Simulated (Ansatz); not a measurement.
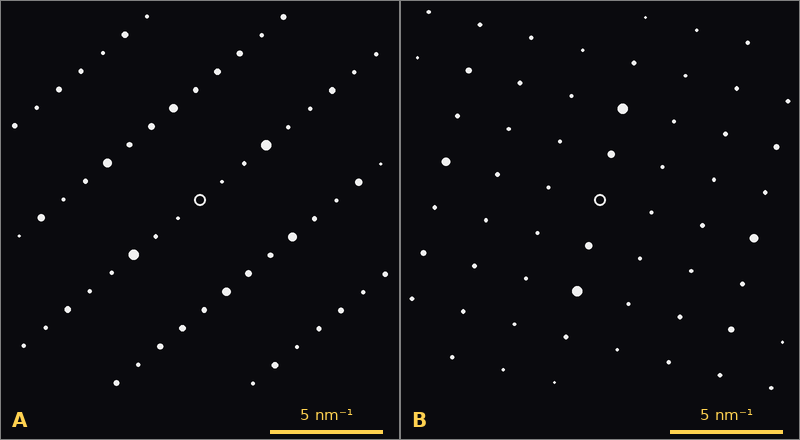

Kinematic electron diffraction patterns (200 kV, B = 0.5 Å², same scale, each along a low-index zone) of two structures of composition As, each relaxed at zero pressure with DFT r2SCAN, scalar-relativistic, plane waves, PAW in Ansatz.

The structures (standard cells):
1. R-3m (No. 166), a = 8.406 Å, c = 14.173 Å (hexagonal axes), 36 atoms; generated start, possibly hypothetical
2. R-3m (No. 166), a = 2.931 Å, c = 23.306 Å (hexagonal axes), 9 atoms; generated start, possibly hypothetical

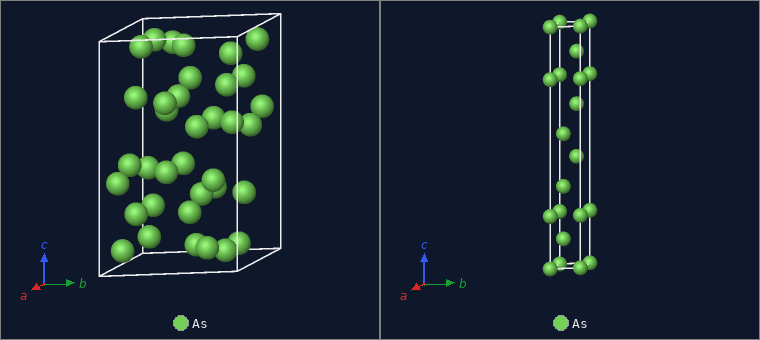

Drawings of the structures 1 to 2, from left to right (each may span several cells).

### Which pattern belongs to which structure, and along which zone?

A is structure 2 along [100] or an equivalent direction: oblique net of 0 0 3 (weak) at d = 7.77 Å and 0 -1 1 at d = 2.52 Å, 83.8° apart. B is structure 1 along [210] or an equivalent direction: rectangular net of 0 0 3 at d = 4.72 Å and 1 -2 0 (weak) at d = 4.20 Å, 90.0° apart.

### Which structure lies lowest at this level of theory, and by how much?

Structure 1 (R-3m, 24.09 Å³ an atom) is the lowest of these; structure 2 (R-3m, 19.27 Å³ an atom) lies about 300 meV an atom higher. These are static energies at 0 K; other structures, not shown, may lie lower still.
